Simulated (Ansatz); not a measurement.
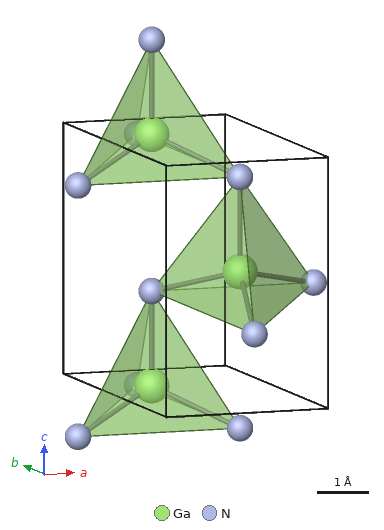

The crystal in a polyhedral representation, seen from a general direction. The conventional unit cell is drawn as a box. Some neighbours outside the box are added.

In words:

The formula is GaN. The space group is P6_3mc (No. 186); the lattice is primitive hexagonal. Its structure type: wurtzite. One cell contains 2 Ga, 2 N, 4 atoms in all. The polyhedra are GaN4 tetrahedra; they share corners. About every Ga there are four N in a tetrahedral arrangement at about 2.0 Å. N is linked to four Ga in a tetrahedral arrangement at about 2.0 Å. The bonds build a three-dimensional framework.

Its origin is a structure listed in the Materials Project. The geometry was optimised with Ansatz, DFT PBE, scalar-relativistic, plane waves, PAW.
